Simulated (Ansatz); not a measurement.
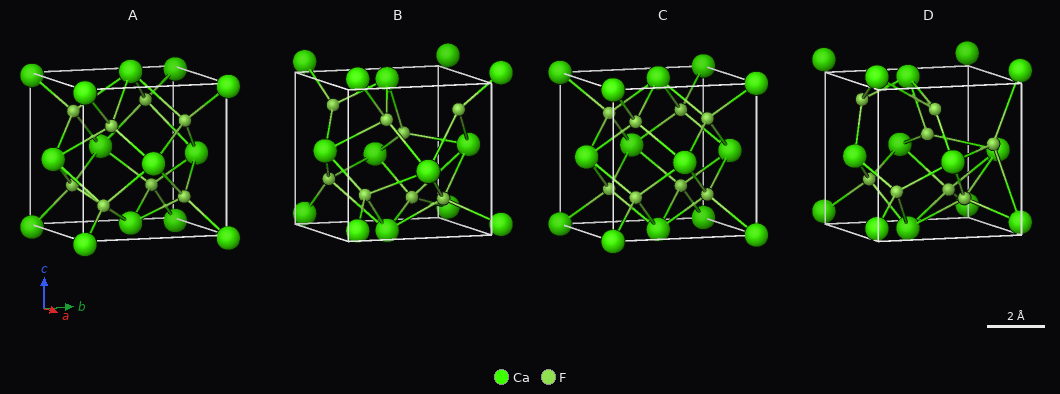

Molecular dynamics of a 12-atom cell of CaF2 (set up in Fm-3m), 562 fs long. The cell was cut from the crystal with space group Fm-3m. 4 frames in shuffled order; frame C is the first. A ball-and-stick model of the simulation cell, seen slightly off an axis. Atoms are followed out of the cell. Bonds to atoms that aren't drawn are left out.

All numbers below come from DFT PBEsol, scalar-relativistic, plane waves, PAW in Ansatz 0.2.0. Set-up: plane-wave cutoff 420 eV; k-point mesh 2 × 2 × 2; Fermi-Dirac smearing 0.3 eV; volume 1.05 times that of the relaxed crystal; Langevin thermostat (NVT); set temperature 3500 K; time step 2.25 fs; friction 0.02 per fs.

> Put the frames in order of time.

C, A, B, D, at 0 fs, 22 fs, 112 fs, 562 fs; the root-mean-square distance from the start grows as 0.00, 0.29, 0.60, 0.86 Å. Root-mean-square distances from the starting positions over the second half, with the common drift of all atoms taken out: F 0.88 Å, Ca 0.47 Å. Against the typical shortest distance between atoms in the first frame, about 2.3 Å these are large excursions, but over 562 fs one can't yet tell strong vibration from the start of diffusion.

Cost: 17 min on 1 thread of Arm Neoverse V1 (shared host), peak memory 0.41 GiB.

PAW datasets: the set soft_1.
